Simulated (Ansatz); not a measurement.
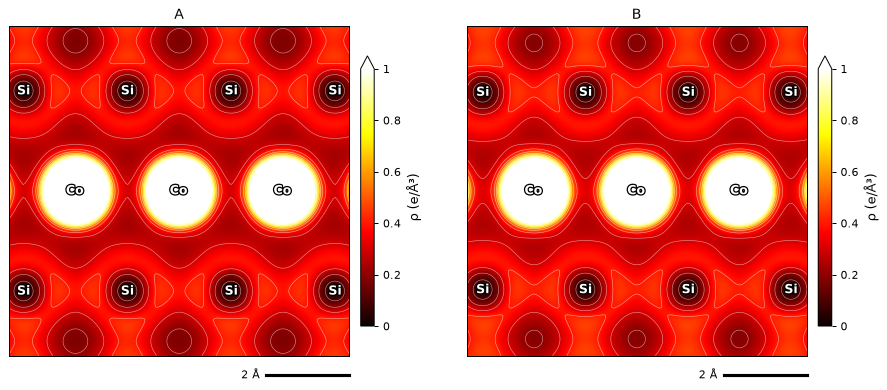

CoSi₂. The valence pseudo-density of two cells that differ in size, on the (110) plane of each (indices in the axes of the calculation cell), at one length scale and on one colour scale: A has 12.6 Å³ an atom and B 12.1.

Method: DFT PBEsol, scalar-relativistic, plane waves, PAW (Ansatz 0.2.0).

In a PAW calculation such maps are meaningful between the atoms, not at the nuclei.

Question: What does the compression do to the bonding and the properties?

Answer: From the larger cell to the smaller, Si–Si goes from 2.50 to 2.48 Å; Co–Si goes from 2.72 to 2.68 Å, and the density at its midpoint from 0.27 to 0.28 e/Å³; Co–Co goes from 2.50 to 2.48 Å; the pressure goes from −6 to 0.0 GPa; the largest moment (Co) goes from 0.3 to 0.0 μB.
